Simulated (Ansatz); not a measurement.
# Residual resistivity of an alloy: Al(111) with 4 layers of random Al-Pd, 2x2, part 2 of 2

Aim: the residual resistivity of a random alloy, from Al(111) with 4 layers of random Al-Pd, 2x2 and longer regions.

Ansatz 0.2.0; Ansatz plane-wave DFT, PBE, PAW files; ballistic transport by layer matching (Landauer), zero bias; PAW set soft_1.

So far. Step 2 (With 4 alloy layers): Over the solved energies the transmission per spin lies between 3.20 and 3.32, out of 5.43 channels of the lead on average (up to 5.59). The log calls the step of a lead's potential too much.

### Step 3. With 8 alloy layers

System of this step: Al(111) with 8 layers of random Al-Pd, 2x2. The cell holds 56 atoms: 52 Al and 4 Pd. Its edges and angles: a = 5.725 Å, b = 5.725 Å, c = 32.761 Å, α = 87.5°, β = 92.5°, γ = 120.0°. It derives from Al. Regions: lead, 24 atoms (24 Al); scattering region, 32 atoms (28 Al and 4 Pd). The structure is stacked along c, and the current runs across the ab planes.

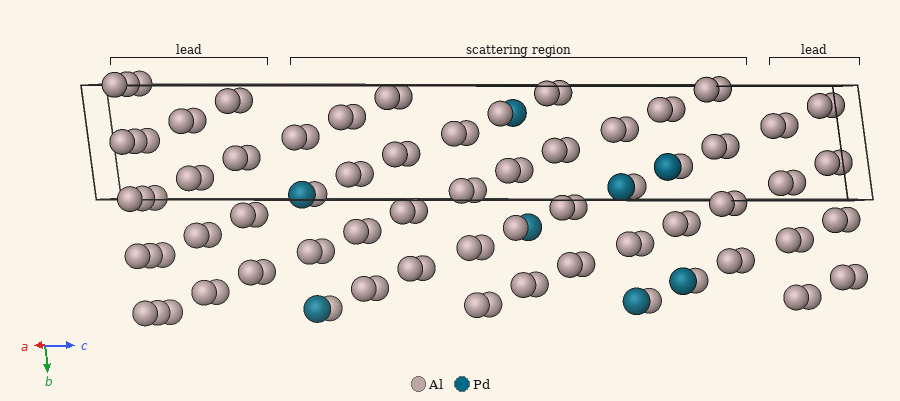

The cell of this step (aluminium light grey, palladium blue). 1×2×1 cells are drawn. Some periodic images of atoms are drawn too.

Input file input.yaml:

```yaml
crystal:
  lattice:
    - [5.7246940741, 0.0, 0.0]
    - [-2.862347037, 4.957730497, 0.0]
    - [-1.4311735185, 0.8262884162, 32.7193519684]
  atoms:
    - { symbol: Al, position: [0.005952381, 0.994047619, 0.0357142857] }
    - { symbol: Al, position: [0.005952381, 0.494047619, 0.0357142857] }
    - { symbol: Al, position: [0.505952381, 0.994047619, 0.0357142857] }
    - { symbol: Al, position: [0.505952381, 0.494047619, 0.0357142857] }
    - { symbol: Al, position: [0.1845238095, 0.3154761905, 0.1071428571] }
    - { symbol: Al, position: [0.1845238095, 0.8154761905, 0.1071428571] }
    - { symbol: Al, position: [0.6845238095, 0.3154761905, 0.1071428571] }
    - { symbol: Al, position: [0.6845238095, 0.8154761905, 0.1071428571] }
    - { symbol: Al, position: [0.3630952381, 0.1369047619, 0.1785714286] }
    - { symbol: Al, position: [0.3630952381, 0.6369047619, 0.1785714286] }
    - { symbol: Al, position: [0.8630952381, 0.1369047619, 0.1785714286] }
    - { symbol: Al, position: [0.8630952381, 0.6369047619, 0.1785714286] }
    - { symbol: Al, position: [0.0416666667, 0.9583333333, 0.25] }
    - { symbol: Al, position: [0.0416666667, 0.4583333333, 0.25] }
    - { symbol: Pd, position: [0.5416666667, 0.9583333333, 0.25] }
    - { symbol: Al, position: [0.5416666667, 0.4583333333, 0.25] }
    - { symbol: Al, position: [0.2202380952, 0.2797619048, 0.3214285714] }
    - { symbol: Al, position: [0.2202380952, 0.7797619048, 0.3214285714] }
    - { symbol: Al, position: [0.7202380952, 0.2797619048, 0.3214285714] }
    - { symbol: Al, position: [0.7202380952, 0.7797619048, 0.3214285714] }
    - { symbol: Al, position: [0.3988095238, 0.1011904762, 0.3928571429] }
    - { symbol: Al, position: [0.3988095238, 0.6011904762, 0.3928571429] }
    - { symbol: Al, position: [0.8988095238, 0.1011904762, 0.3928571429] }
    - { symbol: Al, position: [0.8988095238, 0.6011904762, 0.3928571429] }
    - { symbol: Al, position: [0.0773809524, 0.9226190476, 0.4642857143] }
    - { symbol: Al, position: [0.0773809524, 0.4226190476, 0.4642857143] }
    - { symbol: Al, position: [0.5773809524, 0.9226190476, 0.4642857143] }
    - { symbol: Al, position: [0.5773809524, 0.4226190476, 0.4642857143] }
    - { symbol: Pd, position: [0.255952381, 0.244047619, 0.5357142857] }
    - { symbol: Al, position: [0.255952381, 0.744047619, 0.5357142857] }
    - { symbol: Al, position: [0.755952381, 0.244047619, 0.5357142857] }
    - { symbol: Al, position: [0.755952381, 0.744047619, 0.5357142857] }
    - { symbol: Al, position: [0.4345238095, 0.0654761905, 0.6071428571] }
    - { symbol: Al, position: [0.4345238095, 0.5654761905, 0.6071428571] }
    - { symbol: Al, position: [0.9345238095, 0.0654761905, 0.6071428571] }
    - { symbol: Al, position: [0.9345238095, 0.5654761905, 0.6071428571] }
    - { symbol: Al, position: [0.1130952381, 0.8869047619, 0.6785714286] }
    - { symbol: Al, position: [0.1130952381, 0.3869047619, 0.6785714286] }
    - { symbol: Pd, position: [0.6130952381, 0.8869047619, 0.6785714286] }
    - { symbol: Al, position: [0.6130952381, 0.3869047619, 0.6785714286] }
    - { symbol: Al, position: [0.2916666667, 0.2083333333, 0.75] }
    - { symbol: Al, position: [0.2916666667, 0.7083333333, 0.75] }
    - { symbol: Al, position: [0.7916666667, 0.2083333333, 0.75] }
    - { symbol: Pd, position: [0.7916666667, 0.7083333333, 0.75] }
    - { symbol: Al, position: [0.4702380952, 0.0297619048, 0.8214285714] }
    - { symbol: Al, position: [0.4702380952, 0.5297619048, 0.8214285714] }
    - { symbol: Al, position: [0.9702380952, 0.0297619048, 0.8214285714] }
    - { symbol: Al, position: [0.9702380952, 0.5297619048, 0.8214285714] }
    - { symbol: Al, position: [0.1488095238, 0.8511904762, 0.8928571429] }
    - { symbol: Al, position: [0.1488095238, 0.3511904762, 0.8928571429] }
    - { symbol: Al, position: [0.6488095238, 0.8511904762, 0.8928571429] }
    - { symbol: Al, position: [0.6488095238, 0.3511904762, 0.8928571429] }
    - { symbol: Al, position: [0.3273809524, 0.1726190476, 0.9642857143] }
    - { symbol: Al, position: [0.3273809524, 0.6726190476, 0.9642857143] }
    - { symbol: Al, position: [0.8273809524, 0.1726190476, 0.9642857143] }
    - { symbol: Al, position: [0.8273809524, 0.6726190476, 0.9642857143] }
kpoints:
  mp_grid: { grid: [5, 5, 1] }
hamiltonian:
  xc: pbe
  pseudopotentials: { kind: paw, azcp: { folder: soft_1 } }
scf:
  occupations: { method: fermi_dirac, width: 0.1 }
output:
  transmission:
    leads: [[0, 4]]
    kmesh: [10, 10]
    e_range: [-0.05, 0.05]
    de: 0.05
  write_potential: true
  write_density: true
  volumetric_format: npy
```

Started as:

```
ansatz run input.yaml --threads 4 --pin off --max-ram 15360MiB --backend cpu --events-out ev --progress --plain --runs-dir out
```

Numbers of over 12 decimals in the logs are rounded to 6 here.

The program printed:

```text
[...]
Crystal: 56 atoms, lattice volume = 928.624 Å³
Basis set: ecut = 420 eV, 18271 PW (Γ)
Bands: 170, of which v1, the nominal top of the filled ones, is band 114 counted from 1 (113 counted from 0)
Symmetry: 2 space group operations
[...]
k-points: 9 of 25 (time reversal used)
[...]
SCF iter   1: F=—  HF=-55965.288469 eV  |F-HF|=—  |Δ(HF+E_count)|=         —  Δρ=2.73e-1  dr2=3.32e3  ethr=3.10e-3  ⟨swp⟩=7.9  Hψ=7682  notcnv=0  defer=22
[...]
SCF iter  12: F=-55848.062607 eV  HF=-55848.062608 eV  |F-HF|=7.84e-8  |Δ(HF+E_count)|=   3.04e-8  Δρ=1.96e-6  dr2=8.18e-8  ethr=4.39e-11  ⟨swp⟩=1.0  Hψ=3552  notcnv=0
SCF 1 converged in 12 iterations: F = -55848.062607 eV  dr2 = 8.18e-8
[...]
transmission: 138 of 1333 steps passed
transmission: 267 of 1333 steps passed
[...]
transmission: 1333 of 1333 steps passed
SCF converged after 12 iterations
Free energy (F): -55848.062607 eV
[...]
Internal energy: -55847.330595 eV  (E = F + TS)
E sigma→0 (E₀):  -55847.696601 eV
Entropy (-TS):   -0.732012 eV (-13.072 meV/atom)
Fermi energy:    8.669964 eV
[...]
--- Band table (eV; the first three rows and the last of 9) ---
  k-point 0: bands = [... 110 lower, 7.2469, 7.5700, 7.5833, 7.6688, 7.6964, 7.7065, 8.0413, 8.0704, ... 52 higher]
  k-point 1: bands = [... 110 lower, 7.7864, 7.9087, 7.9803, 8.0308, 8.0814, 8.1858, 8.3652, 8.4634, ... 52 higher]
  k-point 2: bands = [... 110 lower, 8.6925, 8.7318, 8.8271, 8.9197, 8.9565, 8.9925, 9.0809, 9.1039, ... 52 higher]
  k-point 8: bands = [... 110 lower, 8.6996, 8.7861, 8.8684, 8.9202, 8.9639, 8.9713, 9.0919, 9.1131, ... 52 higher]
--- Transmission ---
  basis      : 253 plane waves across, 43 finite elements along
  points     : 31, standing for a mesh of 10 x 10
[...]
channels       : 5.590000e0 a spin
[...]
junction   : crystal 0 to crystal 0, 0.70 to 31.08 Å
    transmission   : 2.489978e0 a spin
[...]
```

The job ended after 6.4 min (4 threads of Arm Neoverse V1, shared host; peak memory 3.3 GiB).

Numbers from this step:

| Item | Value |
| --- | --- |
| free energy | -55848.0626 eV |
| energy at zero smearing | -55847.6966 eV |
| Fermi energy | 8.670 eV |
| transmission per spin nearest the Fermi level | 2.490 |
| open channels per spin nearest the Fermi level | 5.59 |
| step of the lead's potential | 10.8 meV |

Per spin. Transmission, zone mean against energy, zero at the Fermi level:

| energy (eV) | transmission, zone mean |
| --- | --- |
| -0.0500 | 2.45 |
| 0.0000 | 2.49 |
| 0.0500 | 2.50 |

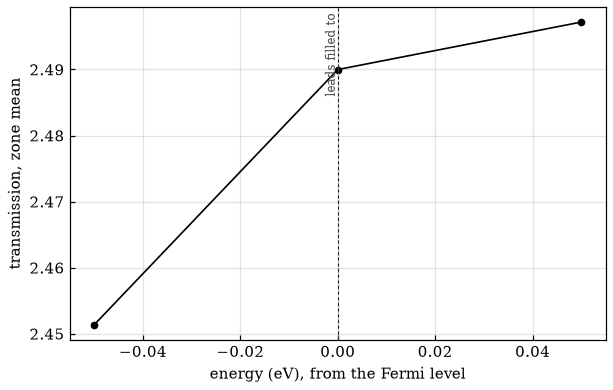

Transmission, zone mean, plotted against energy.

Over the solved energies the transmission per spin lies between 2.45 and 2.50, out of 5.47 channels of the lead on average (up to 5.59).

### Step 4. With 12 alloy layers

System of this step: Al(111) with 12 layers of random Al-Pd, 2x2. The cell holds 72 atoms: 66 Al and 6 Pd. Cell: a = 5.725 Å, b = 5.725 Å, c = 42.068 Å, α = 90.0°, β = 90.0°, γ = 120.0°. It derives from Al. Regions: lead, 24 atoms (24 Al); scattering region, 48 atoms (42 Al and 6 Pd). The structure is stacked along c, and the current runs across the ab planes.

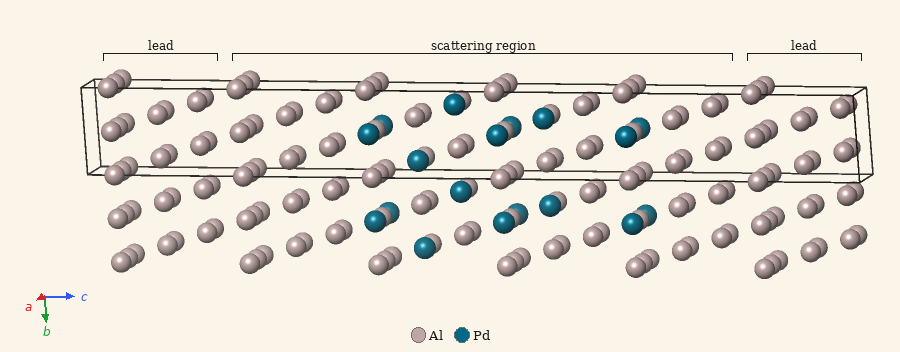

The cell of this step (aluminium light grey, palladium blue). 1×2×1 cells are drawn. Some periodic images of atoms are drawn too.

Input file input.yaml:

```yaml
crystal:
  lattice:
    - [5.7246940741, 0.0, 0.0]
    - [-2.862347037, 4.957730497, 0.0]
    - [0.0, 0.0, 42.0677382451]
  atoms:
    - { symbol: Al, position: [0.0, 0.0, 0.0277777778] }
    - { symbol: Al, position: [0.0, 0.5, 0.0277777778] }
    - { symbol: Al, position: [0.5, 0.0, 0.0277777778] }
    - { symbol: Al, position: [0.5, 0.5, 0.0277777778] }
    - { symbol: Al, position: [0.1666666667, 0.3333333333, 0.0833333333] }
    - { symbol: Al, position: [0.1666666667, 0.8333333333, 0.0833333333] }
    - { symbol: Al, position: [0.6666666667, 0.3333333333, 0.0833333333] }
    - { symbol: Al, position: [0.6666666667, 0.8333333333, 0.0833333333] }
    - { symbol: Al, position: [0.3333333333, 0.1666666667, 0.1388888889] }
    - { symbol: Al, position: [0.3333333333, 0.6666666667, 0.1388888889] }
    - { symbol: Al, position: [0.8333333333, 0.1666666667, 0.1388888889] }
    - { symbol: Al, position: [0.8333333333, 0.6666666667, 0.1388888889] }
    - { symbol: Al, position: [0.0, 0.0, 0.1944444444] }
    - { symbol: Al, position: [0.0, 0.5, 0.1944444444] }
    - { symbol: Al, position: [0.5, 0.0, 0.1944444444] }
    - { symbol: Al, position: [0.5, 0.5, 0.1944444444] }
    - { symbol: Al, position: [0.1666666667, 0.3333333333, 0.25] }
    - { symbol: Al, position: [0.1666666667, 0.8333333333, 0.25] }
    - { symbol: Al, position: [0.6666666667, 0.3333333333, 0.25] }
    - { symbol: Al, position: [0.6666666667, 0.8333333333, 0.25] }
    - { symbol: Al, position: [0.3333333333, 0.1666666667, 0.3055555556] }
    - { symbol: Al, position: [0.3333333333, 0.6666666667, 0.3055555556] }
    - { symbol: Al, position: [0.8333333333, 0.1666666667, 0.3055555556] }
    - { symbol: Al, position: [0.8333333333, 0.6666666667, 0.3055555556] }
    - { symbol: Al, position: [0.0, 0.0, 0.3611111111] }
    - { symbol: Pd, position: [0.0, 0.5, 0.3611111111] }
    - { symbol: Al, position: [0.5, 0.0, 0.3611111111] }
    - { symbol: Al, position: [0.5, 0.5, 0.3611111111] }
    - { symbol: Al, position: [0.1666666667, 0.3333333333, 0.4166666667] }
    - { symbol: Al, position: [0.1666666667, 0.8333333333, 0.4166666667] }
    - { symbol: Al, position: [0.6666666667, 0.3333333333, 0.4166666667] }
    - { symbol: Pd, position: [0.6666666667, 0.8333333333, 0.4166666667] }
    - { symbol: Al, position: [0.3333333333, 0.1666666667, 0.4722222222] }
    - { symbol: Al, position: [0.3333333333, 0.6666666667, 0.4722222222] }
    - { symbol: Pd, position: [0.8333333333, 0.1666666667, 0.4722222222] }
    - { symbol: Al, position: [0.8333333333, 0.6666666667, 0.4722222222] }
    - { symbol: Al, position: [0.0, 0.0, 0.5277777778] }
    - { symbol: Pd, position: [0.0, 0.5, 0.5277777778] }
    - { symbol: Al, position: [0.5, 0.0, 0.5277777778] }
    - { symbol: Al, position: [0.5, 0.5, 0.5277777778] }
    - { symbol: Al, position: [0.1666666667, 0.3333333333, 0.5833333333] }
    - { symbol: Al, position: [0.1666666667, 0.8333333333, 0.5833333333] }
    - { symbol: Pd, position: [0.6666666667, 0.3333333333, 0.5833333333] }
    - { symbol: Al, position: [0.6666666667, 0.8333333333, 0.5833333333] }
    - { symbol: Al, position: [0.3333333333, 0.1666666667, 0.6388888889] }
    - { symbol: Al, position: [0.3333333333, 0.6666666667, 0.6388888889] }
    - { symbol: Al, position: [0.8333333333, 0.1666666667, 0.6388888889] }
    - { symbol: Al, position: [0.8333333333, 0.6666666667, 0.6388888889] }
    - { symbol: Al, position: [0.0, 0.0, 0.6944444444] }
    - { symbol: Pd, position: [0.0, 0.5, 0.6944444444] }
    - { symbol: Al, position: [0.5, 0.0, 0.6944444444] }
    - { symbol: Al, position: [0.5, 0.5, 0.6944444444] }
    - { symbol: Al, position: [0.1666666667, 0.3333333333, 0.75] }
    - { symbol: Al, position: [0.1666666667, 0.8333333333, 0.75] }
    - { symbol: Al, position: [0.6666666667, 0.3333333333, 0.75] }
    - { symbol: Al, position: [0.6666666667, 0.8333333333, 0.75] }
    - { symbol: Al, position: [0.3333333333, 0.1666666667, 0.8055555556] }
    - { symbol: Al, position: [0.3333333333, 0.6666666667, 0.8055555556] }
    - { symbol: Al, position: [0.8333333333, 0.1666666667, 0.8055555556] }
    - { symbol: Al, position: [0.8333333333, 0.6666666667, 0.8055555556] }
    - { symbol: Al, position: [0.0, 0.0, 0.8611111111] }
    - { symbol: Al, position: [0.0, 0.5, 0.8611111111] }
    - { symbol: Al, position: [0.5, 0.0, 0.8611111111] }
    - { symbol: Al, position: [0.5, 0.5, 0.8611111111] }
    - { symbol: Al, position: [0.1666666667, 0.3333333333, 0.9166666667] }
    - { symbol: Al, position: [0.1666666667, 0.8333333333, 0.9166666667] }
    - { symbol: Al, position: [0.6666666667, 0.3333333333, 0.9166666667] }
    - { symbol: Al, position: [0.6666666667, 0.8333333333, 0.9166666667] }
    - { symbol: Al, position: [0.3333333333, 0.1666666667, 0.9722222222] }
    - { symbol: Al, position: [0.3333333333, 0.6666666667, 0.9722222222] }
    - { symbol: Al, position: [0.8333333333, 0.1666666667, 0.9722222222] }
    - { symbol: Al, position: [0.8333333333, 0.6666666667, 0.9722222222] }
kpoints:
  mp_grid: { grid: [5, 5, 1] }
hamiltonian:
  xc: pbe
  pseudopotentials: { kind: paw, azcp: { folder: soft_1 } }
scf:
  occupations: { method: fermi_dirac, width: 0.1 }
output:
  transmission:
    leads: [[0, 4]]
    kmesh: [10, 10]
    e_range: [-0.05, 0.05]
    de: 0.05
  write_potential: true
  write_density: true
  volumetric_format: npy
```

The program printed:

```text
[...]
Crystal: 72 atoms, lattice volume = 1193.945 Å³
Basis set: ecut = 420 eV, 23469 PW (Γ)
Bands: 225, of which v1, the nominal top of the filled ones, is band 153 counted from 1 (152 counted from 0)
Symmetry: 1 space group operations
[...]
k-points: 13 of 25 (time reversal used)
[...]
SCF iter   1: F=—  HF=-77473.745089 eV  |F-HF|=—  |Δ(HF+E_count)|=         —  Δρ=2.83e-1  dr2=1.21e4  ethr=3.10e-3  ⟨swp⟩=7.5  Hψ=14294  notcnv=0  defer=43
[...]
SCF iter  12: F=-77321.428895 eV  HF=-77321.428895 eV  |F-HF|=3.00e-8  |Δ(HF+E_count)|=   1.70e-8  Δρ=7.88e-7  dr2=3.07e-8  ethr=3.27e-11  ⟨swp⟩=15.2  Hψ=13164  notcnv=0
SCF 1 converged in 12 iterations: F = -77321.428895 eV  dr2 = 3.07e-8
[...]
transmission: 297 of 2964 steps passed
transmission: 594 of 2964 steps passed
[...]
transmission: 2964 of 2964 steps passed
SCF converged after 12 iterations
Free energy (F): -77321.428895 eV
[...]
Internal energy: -77320.366945 eV  (E = F + TS)
E sigma→0 (E₀):  -77320.897920 eV
Entropy (-TS):   -1.061951 eV (-14.749 meV/atom)
Fermi energy:    8.766094 eV
[...]
--- Band table (eV; the first three rows and the last of 13) ---
  k-point 0: bands = [... 149 lower, 7.4430, 7.5995, 7.7349, 7.7815, 7.9310, 7.9529, 8.0246, 8.0776, ... 68 higher]
  k-point 1: bands = [... 149 lower, 7.9460, 8.0503, 8.1077, 8.1912, 8.2773, 8.3585, 8.3898, 8.4192, ... 68 higher]
  k-point 2: bands = [... 149 lower, 8.8505, 8.8809, 8.9115, 8.9255, 8.9737, 9.0379, 9.0832, 9.1220, ... 68 higher]
  k-point 12: bands = [... 149 lower, 8.6123, 8.7212, 8.7471, 8.8101, 8.8405, 8.9365, 8.9510, 8.9756, ... 68 higher]
--- Transmission ---
  basis      : 253 plane waves across, 57 finite elements along
  points     : 52, standing for a mesh of 10 x 10
[...]
channels       : 5.590000e0 a spin
[...]
junction   : crystal 0 to crystal 0, 1.64 to 41.37 Å
    transmission   : 2.176863e0 a spin
[...]
```

It took 14 min on 4 threads; peak memory 6 GiB.

This step gave:

```
free energy                                   : -77321.4289 eV
energy at zero smearing                       : -77320.8979 eV
Fermi energy                                  : 8.766 eV
transmission per spin nearest the Fermi level : 2.177
step of the lead's potential                  : 14.2 meV
```

Per spin. Table of transmission, zone mean by energy, zero at the Fermi level:

| energy (eV) | transmission, zone mean |
| --- | --- |
| -0.0500 | 2.09 |
| 0.0000 | 2.18 |
| 0.0500 | 2.24 |

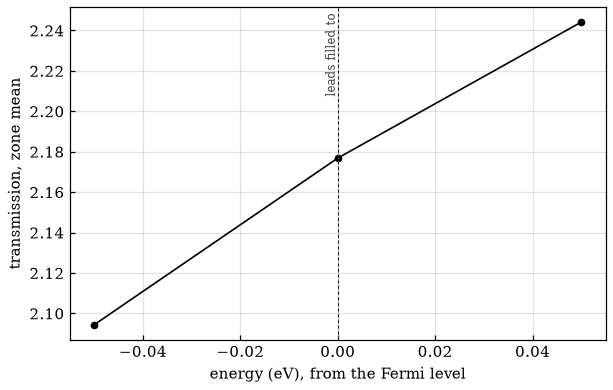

Transmission, zone mean against energy.

Over the solved energies the transmission per spin lies between 2.09 and 2.24, out of 5.49 channels of the lead on average (up to 5.59).

### Step 5. Resistance against length

This step: Ansatz plane-wave DFT, PBE, PAW files; ballistic transport by layer matching (Landauer), zero bias; residual resistivity from the slope of the area resistance, atoms on the host's lattice; PAW set soft_1 (Ansatz 0.2.0).

This step gave:

- resistivity: 30.62 µΩ cm
- intercept: 0.1854 fΩ m²
- scatter about the fit: 0.03514 fΩ m²

Resistance, by row:

| run | length (Å) | T | channels N | RA (fΩ m²) |
| --- | --- | --- | --- | --- |
| n4 | 9.348 | 3.266 | 5.43 | 0.4468 |
| n8 | 18.7 | 2.479 | 5.47 | 0.8077 |
| n12 | 28.05 | 2.172 | 5.49 | 1.019 |

The area resistance by length of the alloy:

| length of the alloy (Å) | area resistance (fΩ m²) |
| --- | --- |
| 9.35 | 0.447 |
| 18.70 | 0.808 |
| 28.05 | 1.02 |

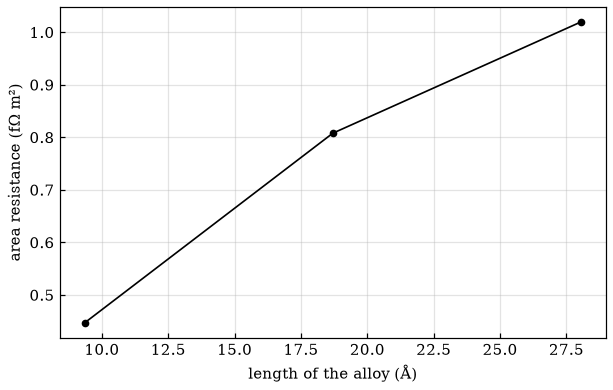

Area resistance against length of the alloy.

The area resistance goes from 0.45 to 1.0 fΩ m² between 9.3 and 28.0 Å, a slope of 31 µΩ cm.

By hand from the end points: (1.019 − 0.4468) fΩ m² / (28.05 − 9.35) Å = 31 µΩ cm, since 1 fΩ m² per Å is 1000 µΩ cm.

### Step 6. Outcome

* resistivity from the slope: 30.6 µΩ cm
* area resistance over 9.35 Å: 0.447 fΩ m²
* area resistance over 18.7 Å: 0.808 fΩ m²
* area resistance over 28.0 Å: 1.02 fΩ m²

What this shows: The slope gives 31 µΩ cm. The points scatter by 0.035 fΩ m² about the line, with one random draw a length in a 2x2 cell, so the slope is a rough value. The lead's own channel count moves between the runs (5.43, 5.47 and 5.49), which shifts RA and the slope too. Read with a model of isotropic scattering on a spherical Fermi surface and the lead's 1.5×10¹⁵ S/m², this slope means a mean free path near 17 Å; over these lengths the model's slope is within 3 % of its bulk resistivity. The draw over the shortest length came out nearly ordered, with 8 symmetry operations, so that point is a poor sample of a random alloy. The atoms sit on the host's lattice, so scattering by size misfit is left out. A lead's potential steps by up to 30 meV from period to period, which the log calls too much, so longer leads could move the result.

[Logs are printed without paths, hosts, clocks, repeated set-up lines and the standing remarks that a program may print on its own settings, such as how far it seeks lower states.]

[Hosts, paths, dates, database ids (printed as entryN), source tags and the programs' standing remarks are cut or masked in the printed files.]
